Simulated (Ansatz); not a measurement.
# Al₂Ru: a changed input and its effect

System: Al₂Ru (I4/mmm, 3 atoms in the cell).
Method of the first run: DFT PBEsol, scalar-relativistic, plane waves, PAW, PAW set soft_1, spin-polarised (Ansatz 0.2.0).

The structure derives from a Materials Project entry. Text and figures count atoms from 1; the logs count them from 0 in places.

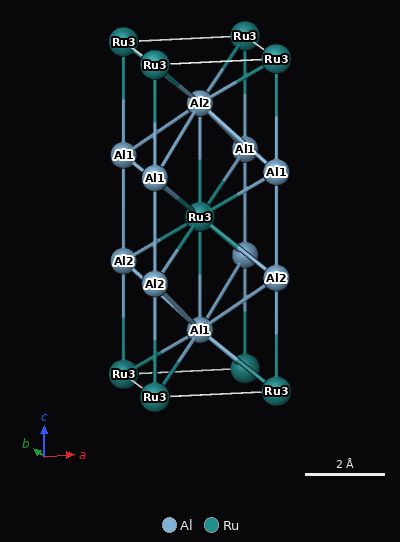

Figure 1. The input geometry (ball-and-stick view of the cell 2 times as large as that of the calculation, set on its symmetry axes, seen slightly off an axis; atoms are numbered from 1 in the order of the input). An atom can appear more than once, as a periodic image.

## Input, the first run
```yaml
crystal:
  lattice:
    - [-1.602846072, 1.602846072, 4.3249320121]
    - [1.602846072, -1.602846072, 4.3249320121]
    - [1.602846072, 1.602846072, -4.3249320121]
  atoms:
    - { symbol: Al, position: [0.6590805105, 0.6590805105, 0.0] }
    - { symbol: Al, position: [0.3409194895, 0.3409194895, 0.0] }
    - { symbol: Ru, position: [0.0, 0.0, 0.0], spin: 0.75 }
basis:
  ecutwfc: 420
kpoints:
  mp_grid: { grid: [20, 20, 20] }
hamiltonian:
  xc: pbesol
  pseudopotentials: { kind: paw, azcp: { folder: soft_1 } }
scf:
  occupations: { method: gaussian, width: 0.15 }
  lower_state_search: "off"
output:
  forces: true
  stress: true
  eigenvalues: true
  populations: true
magnetization:
  spin_polarized: true
  initial_magnetization: 0.75
  spin_locking: { lock_magnetization: hard }
```

Launched with:
```bash
ansatz run input.yaml --threads 4 --pin off --max-ram 8192MiB --backend cpu --events-out ev --progress --plain --runs-dir out
```

Hardware: 4 threads of Arm Neoverse V2, 24 GiB of memory available, shared host.

## Output, shortened to warnings, some set-up lines, iterations and results (the first run)
```
Warning: [file] the record states the generating functional pbe (its physics header spells it `PBE`), which answers neither for hamiltonian.xc's functional nor for the pbesol family's — results may be inconsistent (PPs are generated against a specific XC)
Warning: [file] the record states the generating functional pbe (its physics header spells it `PBE`), which answers neither for hamiltonian.xc's functional nor for the pbesol family's — results may be inconsistent (PPs are generated against a specific XC)
Warning: output.stress: scf.convergence.dr2_threshold = 1e-7 eV (the SCF's general default) is looser than the 3e-10 eV advised for a printed stress (1e-10 eV for each atom of the cell: 3). What an SCF threshold leaves in a stress goes as its square root, and in the free energy as the threshold itself, and one threshold admits the most on a small cell: of the crystals measured, under no hybrid …
Basis set: ecut = 420 eV, 875 PW (Γ), FFT grids on a1+a3, a2+a3, a3, exchange–correlation on 48×48×72 points (8 copies of the dense FFT grid, shifted against one another)
Symmetry: 16 space group operations
k-points: 641 of 8000
Initial density: superposition of atomic densities (chi_scale 0.1, normalization cell, long waves kept (reshape's long-wave potential 0.00 eV rms))
[...]
SCF iter   1: F=—  HF=-6868.051953 eV  |F-HF|=—  |Δ(HF+E_count)|=         —  Δρ=5.22e-2 (↑5.22e-2 ↓4.13e-2)  dr2=5.02e0  dr2_m=4.14e-2  M=0.750 μB ∫|m|=0.758 μB  β_m=0.30  …
SCF iter   2: F=—  HF=-6867.311357 eV  |F-HF|=—  |Δ(HF+E_count)|=   7.41e-1  Δρ=2.08e-2 (↑2.08e-2 ↓1.86e-2)  dr2=4.68e-1  dr2_m=3.70e-2  M=0.750 μB ∫|m|=0.751 μB  β_m=0.36  …
SCF iter   3: F=—  HF=-6867.225107 eV  |F-HF|=—  |Δ(HF+E_count)|=   8.63e-2  Δρ=1.33e-2 (↑1.07e-2 ↓1.33e-2)  dr2=1.95e-1  dr2_m=1.70e-2  M=0.750 μB ∫|m|=0.751 μB  β_m=0.68  …
SCF iter   4: F=—  HF=-6867.159549 eV  |F-HF|=—  |Δ(HF+E_count)|=   6.56e-2  Δρ=2.04e-3 (↑1.43e-3 ↓2.04e-3)  dr2=8.66e-3  dr2_m=2.49e-4  M=0.750 μB ∫|m|=0.750 μB  β_m=0.77  …
SCF iter   5: F=—  HF=-6867.156947 eV  |F-HF|=—  |Δ(HF+E_count)|=   2.60e-3  Δρ=5.33e-4 (↑3.30e-4 ↓5.33e-4)  dr2=2.19e-4  dr2_m=2.22e-5  M=0.750 μB ∫|m|=0.750 μB  β_m=0.88  …
SCF iter   6: F=—  HF=-6867.156924 eV  |F-HF|=—  |Δ(HF+E_count)|=   2.24e-5  Δρ=1.07e-4 (↑7.42e-5 ↓1.07e-4)  dr2=2.02e-5  dr2_m=4.76e-7  M=0.750 μB ∫|m|=0.750 μB  β_m=0.94  …
SCF iter   7: F=—  HF=-6867.156918 eV  |F-HF|=—  |Δ(HF+E_count)|=   5.89e-6  Δρ=1.83e-5 (↑1.09e-5 ↓1.83e-5)  dr2=4.66e-7  dr2_m=2.45e-8  M=0.750 μB ∫|m|=0.750 μB  β_m=0.97  …
SCF iter   8: F=-6867.156918 eV  HF=-6867.156918 eV  |F-HF|=3.17e-8  |Δ(HF+E_count)|=   1.13e-7  Δρ=3.90e-6 (↑3.47e-6 ↓3.90e-6)  dr2=3.72e-8  dr2_m=2.99e-10  M=0.750 μB …
SCF iter   9: F=-6867.156918 eV  HF=-6867.156918 eV  |F-HF|=9.55e-11  |Δ(HF+E_count)|=   5.14e-9  Δρ=6.51e-7 (↑4.24e-7 ↓6.51e-7)  dr2=2.34e-10  dr2_m=4.57e-11  M=0.750 μB …
SCF 1 converged in 9 iterations: F = -6867.156918 eV  dr2 = 2.34e-10
SCF converged after 9 iterations
Stability checked in part: among states of this total moment the steps that led to this state did not find it unstable. No probe was made; neither looks for a lower state of another moment (fixed_total_moment; see scf.lower_state_search)
an eigenvalue changed by more than its tolerance at an iteration that met the thresholds in force, so the SCF went on 1 time: the last check found none over its tolerance
Magnetization: 0.7500 μB (11.3750 up, 10.6250 down)
Absolute magnetization: 0.7504 μB (∫|ρ↑−ρ↓|, with the PAW one-centre terms)
Spin contamination: 0.0014 ħ² per cell (⟨S²⟩ above its minimum at these occupations)
Per-site moments (μB) at R_I (Å): [(0.05712187430535546, 1.0938388798309928), (0.05712187430535545, 1.0938388798309928), (0.4447268226606317, 1.0938388798309928)]
Free energy (F): -6867.156918 eV
Harris-Foulkes:  -6867.156918 eV  (|F-HF|=9.55e-11)
Internal energy: -6867.136867 eV  (E = F + TS)
E sigma→0 (E₀):  -6867.146892 eV
Entropy (-TS):   -0.020051 eV (-6.684 meV/atom)
Fermi energy:    12.515772 (↑ 13.157488, ↓ 11.874056) eV
--- Per-component energies (eV) ---
  E_band       = -167.797711
  E_kinetic    = 507.513376
  E_local      = -2230.342065  (includes V_loc(G=0)·N_el)
  E_nonlocal   = 436.648771
  E_hartree    = 844.162847
  E_xc         = -244.486745
  E_vxc        = -273.972114  (∫ρ·V_xc dr)
  E_paw        = -4354.942508  (= ΣΔE_a)
  E_vpaw       = -295.971564  (= ΣTr[D̂ρ^β])
  E_aug_tail   = 0.000594  (compensation charges beyond the density's cutoff)
  E_ewald      = -1825.982713
  E_core_change = 0.291575  (= ΣΔE_core)
  E_smearing   = -0.020051  (= −TS)
  E_closure    = 0.000000  (closes the sum)
  Σ components = -6867.156918   (vs F -6867.156918, Δ=0.00e0)
--- Forces (eV/Å), atoms counted from 1 ---
  atom   1  Al     0.00000000     0.00000000    -0.44879052
  atom   2  Al     0.00000000     0.00000000     0.44879052
  atom   3  Ru    -0.00000000     0.00000000     0.00000000
  max |Σ_I F_I| component: 1.11e-16 eV/Å
--- Stress (GPa, compression-positive) ---
       -9.019001       0.000000       0.000000
        0.000000      -9.019001       0.000000
        0.000000       0.000000     -13.166138
  P = ⅓ Tr σ = -10.4014 GPa (-104.014 kbar)
--- Löwdin populations: 3 sites ---
  site symbol       q [e]    m [muB]
     0     Al      2.9545     0.1366
     1     Al      2.9545     0.1366
     2     Ru     15.9492     0.4651
  spilling = 0.006443 (of n_electrons = 22.000000)
```

For the second run the input was changed thus:
```diff
-    - [-1.602846072, 1.602846072, 4.3249320121]
-    - [1.602846072, -1.602846072, 4.3249320121]
-    - [1.602846072, 1.602846072, -4.3249320121]
+    - [-1.5606369534, 1.5606369534, 4.2110398728]
+    - [1.5606369534, -1.5606369534, 4.2110398728]
+    - [1.5606369534, 1.5606369534, -4.2110398728]
-    - { symbol: Ru, position: [0.0, 0.0, 0.0], spin: 0.75 }
+    - { symbol: Ru, position: [0.0, 0.0, 0.0], spin: 0.562 }
-  initial_magnetization: 0.75
+  initial_magnetization: 0.5625
```

How does the second run compare with the first run?

The total moment is fixed by the input in the first run and the second run, so the state need not be the lowest. With the same functional and potentials, the second run lies 76.0 meV per atom lower. The net moment of the cell goes from 0.75 to 0.56 μB. The pressure goes from −10.40 to 1.23 GPa. The largest force goes from 0.449 to 0.205 eV/Å. The volume per atom goes from 14.82 to 13.68 Å³. The number of SCF iterations is the same. The plane waves at Γ go from 875 to 795.

## Output, shortened to warnings, some set-up lines, iterations and results (the second run)
```
Warning: [file] the record states the generating functional pbe (its physics header spells it `PBE`), which answers neither for hamiltonian.xc's functional nor for the pbesol family's — results may be inconsistent (PPs are generated against a specific XC)
Warning: [file] the record states the generating functional pbe (its physics header spells it `PBE`), which answers neither for hamiltonian.xc's functional nor for the pbesol family's — results may be inconsistent (PPs are generated against a specific XC)
Warning: output.stress: scf.convergence.dr2_threshold = 1e-7 eV (the SCF's general default) is looser than the 3e-10 eV advised for a printed stress (1e-10 eV for each atom of the cell: 3). What an SCF threshold leaves in a stress goes as its square root, and in the free energy as the threshold itself, and one threshold admits the most on a small cell: of the crystals measured, under no hybrid …
Basis set: ecut = 420 eV, 795 PW (Γ), FFT grids on a1+a3, a2+a3, a3, exchange–correlation on 48×48×64 points (8 copies of the dense FFT grid, shifted against one another)
Symmetry: 16 space group operations
k-points: 641 of 8000
Initial density: superposition of atomic densities (chi_scale 0.1, normalization cell, long waves kept (reshape's long-wave potential 0.00 eV rms))
[...]
SCF iter   1: F=—  HF=-6868.339387 eV  |F-HF|=—  |Δ(HF+E_count)|=         —  Δρ=5.42e-2 (↑5.42e-2 ↓4.39e-2)  dr2=4.91e0  dr2_m=2.83e-2  M=0.562 μB ∫|m|=0.565 μB  β_m=0.30  …
SCF iter   2: F=—  HF=-6867.568602 eV  |F-HF|=—  |Δ(HF+E_count)|=   7.71e-1  Δρ=2.33e-2 (↑2.33e-2 ↓1.99e-2)  dr2=5.53e-1  dr2_m=2.52e-2  M=0.562 μB ∫|m|=0.563 μB  β_m=0.37  …
SCF iter   3: F=—  HF=-6867.448515 eV  |F-HF|=—  |Δ(HF+E_count)|=   1.20e-1  Δρ=1.30e-2 (↑1.07e-2 ↓1.30e-2)  dr2=1.70e-1  dr2_m=1.12e-2  M=0.562 μB ∫|m|=0.563 μB  β_m=0.69  …
SCF iter   4: F=—  HF=-6867.387439 eV  |F-HF|=—  |Δ(HF+E_count)|=   6.11e-2  Δρ=1.96e-3 (↑1.44e-3 ↓1.96e-3)  dr2=6.95e-3  dr2_m=1.86e-4  M=0.562 μB ∫|m|=0.563 μB  β_m=0.77  …
SCF iter   5: F=—  HF=-6867.385032 eV  |F-HF|=—  |Δ(HF+E_count)|=   2.41e-3  Δρ=5.20e-4 (↑3.12e-4 ↓5.20e-4)  dr2=1.34e-4  dr2_m=2.16e-5  M=0.562 μB ∫|m|=0.562 μB  β_m=0.87  …
SCF iter   6: F=—  HF=-6867.385012 eV  |F-HF|=—  |Δ(HF+E_count)|=   2.00e-5  Δρ=1.20e-4 (↑7.20e-5 ↓1.20e-4)  dr2=1.94e-5  dr2_m=6.37e-7  M=0.563 μB ∫|m|=0.563 μB  β_m=0.93  …
SCF iter   7: F=—  HF=-6867.385007 eV  |F-HF|=—  |Δ(HF+E_count)|=   5.73e-6  Δρ=1.88e-5 (↑1.51e-5 ↓1.88e-5)  dr2=3.47e-7  dr2_m=2.77e-8  M=0.562 μB ∫|m|=0.562 μB  β_m=0.97  …
SCF iter   8: F=-6867.385007 eV  HF=-6867.385007 eV  |F-HF|=2.91e-8  |Δ(HF+E_count)|=   9.97e-8  Δρ=3.83e-6 (↑3.41e-6 ↓3.83e-6)  dr2=3.48e-8  dr2_m=4.51e-10  M=0.562 μB …
SCF iter   9: F=-6867.385007 eV  HF=-6867.385007 eV  |F-HF|=1.64e-10  |Δ(HF+E_count)|=   5.03e-9  Δρ=5.32e-7 (↑2.63e-7 ↓5.32e-7)  dr2=2.54e-10  dr2_m=2.14e-11  M=0.562 μB …
SCF 1 converged in 9 iterations: F = -6867.385007 eV  dr2 = 2.54e-10
SCF converged after 9 iterations
Stability checked in part: among states of this total moment the steps that led to this state did not find it unstable. No probe was made; neither looks for a lower state of another moment (fixed_total_moment; see scf.lower_state_search)
Magnetization: 0.5625 μB (11.2812 up, 10.7187 down)
Absolute magnetization: 0.5626 μB (∫|ρ↑−ρ↓|, with the PAW one-centre terms)
Spin contamination: 0.0006 ħ² per cell (⟨S²⟩ above its minimum at these occupations)
Per-site moments (μB) at R_I (Å): [(0.05143922666203878, 1.0650338836395499), (0.051439226662038734, 1.0650338836395499), (0.29078916536015514, 1.0650338836395499)]
Free energy (F): -6867.385007 eV
Harris-Foulkes:  -6867.385007 eV  (|F-HF|=1.64e-10)
Internal energy: -6867.368594 eV  (E = F + TS)
E sigma→0 (E₀):  -6867.376800 eV
Entropy (-TS):   -0.016413 eV (-5.471 meV/atom)
Fermi energy:    13.844396 (↑ 14.483151, ↓ 13.205641) eV
--- Per-component energies (eV) ---
  E_band       = -143.769118
  E_kinetic    = 512.787033
  E_local      = -2159.656341  (includes V_loc(G=0)·N_el)
  E_nonlocal   = 437.112124
  E_hartree    = 819.704689
  E_xc         = -246.844229
  E_vxc        = -277.014223  (∫ρ·V_xc dr)
  E_paw        = -4355.395704  (= ΣΔE_a)
  E_vpaw       = -296.408231  (= ΣTr[D̂ρ^β])
  E_aug_tail   = 0.000653  (compensation charges beyond the density's cutoff)
  E_ewald      = -1875.368395
  E_core_change = 0.291575  (= ΣΔE_core)
  E_smearing   = -0.016413  (= −TS)
  E_closure    = -0.000000  (closes the sum)
  Σ components = -6867.385007   (vs F -6867.385007, Δ=0.00e0)
--- Forces (eV/Å), atoms counted from 1 ---
  atom   1  Al     0.00000000     0.00000000    -0.20475841
  atom   2  Al    -0.00000000     0.00000000     0.20475841
  atom   3  Ru    -0.00000000     0.00000000     0.00000000
  max |Σ_I F_I| component: 5.55e-17 eV/Å
--- Stress (GPa, compression-positive) ---
        2.383759       0.000000       0.000000
        0.000000       2.383759       0.000000
        0.000000       0.000000      -1.069288
  P = ⅓ Tr σ = 1.2327 GPa (12.327 kbar)
--- Löwdin populations: 3 sites ---
  site symbol       q [e]    m [muB]
     0     Al      2.9389     0.1236
     1     Al      2.9389     0.1236
     2     Ru     15.9764     0.3038
  spilling = 0.006627 (of n_electrons = 22.000000)
```

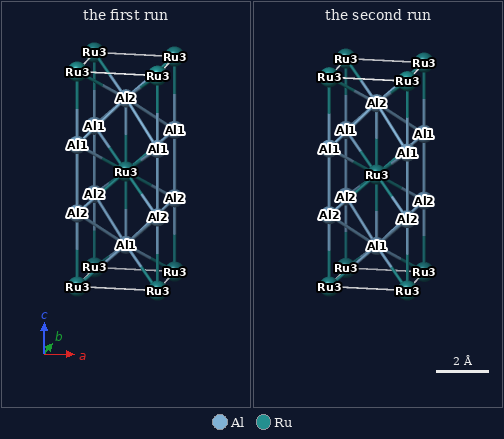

Figure 2. The two input geometries at one scale (ball-and-stick view of the cell 2 times as large as that of the calculation, set on its symmetry axes, seen slightly off an axis). No atom moves by more than 0.005 Å relative to the cell. Cell: a = b 3.206 → 3.121 Å (−2.6 %), c 8.650 → 8.422 Å (−2.6 %). Volume −7.7 %. Among the contacts that change: Al1–Ru3 2.949 → 2.871 Å, Al1–Al2 2.759 → 2.686 Å.

## The two runs side by side

| quantity | the first run | the second run |
| --- | --- | --- |
| outcome | converged | converged |
| free energy per atom (eV) | −2289.0523 | −2289.1283 |
| energy per atom, smearing taken to zero (eV) | −2289.0490 | −2289.1256 |
| gap on the mesh (eV) | 0.00 | 0.00 |
| net moment of the cell (μB) | 0.75 | 0.56 |
| absolute moment of the cell (μB) | 0.75 | 0.56 |
| pressure (GPa) | −10.40 | 1.23 |
| volume per atom (Å³) | 14.82 | 13.68 |
| largest force (eV/Å) | 0.449 | 0.205 |
| SCF iterations | 9 | 9 |
| irreducible k-points | 641 | 641 |
| plane waves at Γ | 875 | 795 |
| wall time (shared host) | 18 s | 15 s |

For both runs: Warnings: the PAW datasets were made with another functional; the SCF threshold is looser than advised for the printed stress. For the first run: The cell is under a tension of 10.4 GPa at this level, so it is not at its equilibrium volume.
